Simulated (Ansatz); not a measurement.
Ti$_{9}$S (slab)

The calculation's input:

```
crystal:
  lattice:
    - [2.8319727881, 0.0, 0.0]
    - [0.0, 7.9316622551, 0.0]
    - [0.0, 0.0, 19.9268841387]
  atoms:
    - { symbol: Ti, position: [0.0, 0.5, 0.2007338414] }
    - { symbol: Ti, position: [0.5, 0.1666666667, 0.2007338414] }
    - { symbol: Ti, position: [0.5, 0.8333333333, 0.2007338414] }
    - { symbol: Ti, position: [0.0, 0.0, 0.312211047] }
    - { symbol: Ti, position: [0.5, 0.668492884, 0.3108725343] }
    - { symbol: Ti, position: [0.5, 0.331507116, 0.3108725343] }
    - { symbol: Ti, position: [0.0, 0.5, 0.4177589349] }
    - { symbol: Ti, position: [0.5, 0.1666364345, 0.422890206] }
    - { symbol: Ti, position: [0.5, 0.8333635655, 0.422890206] }
    - { symbol: S, position: [0.6666666667, 0.3333031012, 0.5112130962] }
basis:
  ecutwfc: 420
kpoints:
  mp_grid: { grid: [9, 4, 1] }
hamiltonian:
  xc: pbe
  pseudopotentials: { kind: paw, azcp: { folder: soft_1 } }
scf:
  occupations: { method: gaussian, width: 0.1 }
output:
  forces: true
  eigenvalues: true
  write_density: true
  write_potential: true
  elf: true
  volumetric_format: npy
relax:
  adjacent_minimum: "off"
  f_tol: 0.025
  max_steps: 16
  constraints: [{ sites: [0, 1, 2, 3, 4, 5, 6, 7, 8] }, { sites: [9], fix: xy }]
efield:
  axis: 3
  dipole_correction: true
  ramp_width: 0.04
```

Command:

```sh
ansatz run input.yaml --threads 4 --pin off --max-ram 12288MiB --backend cpu --events-out ev --progress --plain --runs-dir out
```

A point of a scan over the structure, not its minimum; not relaxed (largest force 1.2 eV/Å); computed without spin polarisation; PAW files of the earlier set (soft_1).

All numbers below come from DFT PBE, scalar-relativistic, plane waves, PAW in Ansatz 0.2.0.

What can the converged valence pseudo-density and electron localisation function tell about the bonding?

Ti–S (2.24 Å): the density is about 0.66 e/Å³ at the midpoint; the ELF peaks at about 0.85 in the valence shell of S, 0.8 Å from its nucleus, and is about 0.45 at the midpoint.

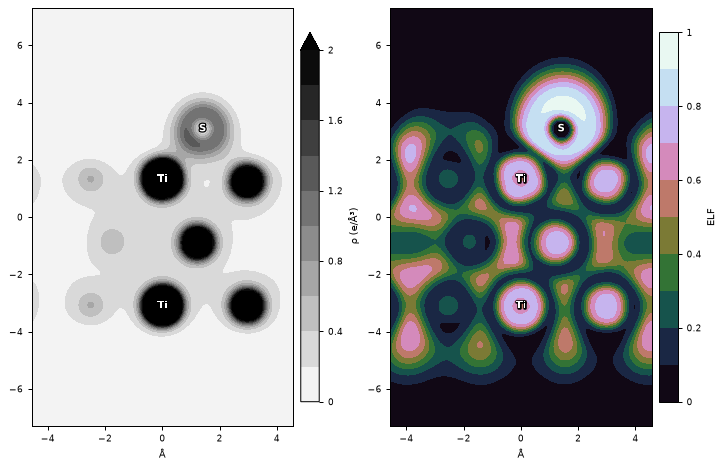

Computed valence pseudo-density and electron localisation function on the (11̄0) plane of the calculation cell, a cut from vacuum to vacuum, in this order. Atoms just off the plane (Ti, 0.4 Å away) can leave unmarked features too.

Core electrons are frozen (PAW), and the valence fields are smoothed inside the atomic spheres.
